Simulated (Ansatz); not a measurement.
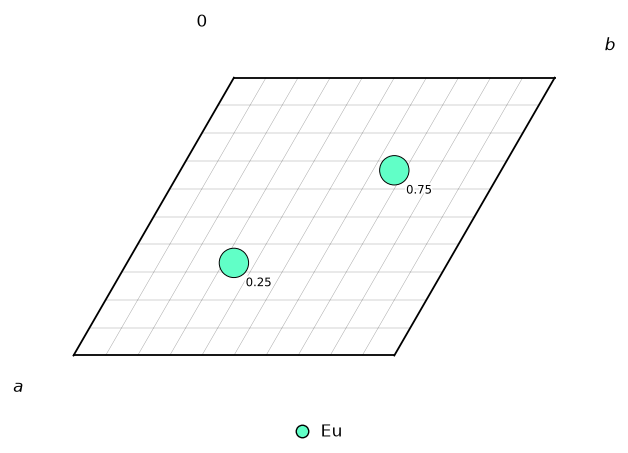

Plan of a unit cell projected along c (a down the page, b across); the numbers are heights as fractions of c, and atoms on the cell's edges are repeated. The grid marks tenths of a and b. Source: the end point of a relaxation at fixed volume with DFT PBE, spin-orbit coupling, plane waves, PAW (Ansatz 0.2.0); the starting structure was generated, so it need not be a known form of this composition. Symmetry computed with spglib at a tolerance of 0.002 Å; standard conventional cell.

a = 3.887 Å, b = 3.887 Å, c = 6.296 Å, α = 90.00°, β = 90.00°, γ = 120.00°.

> What does the cell contain?

2 Eu: Eu, Z = 2.

> Which space group?

P6₃/mmc, No. 194, primitive hexagonal.

> Give the independent sites, coordinates to two places.

```
atom  site  symmetry     x     y     z
  Eu    2d      -6m2  0.33  0.67  0.75
```
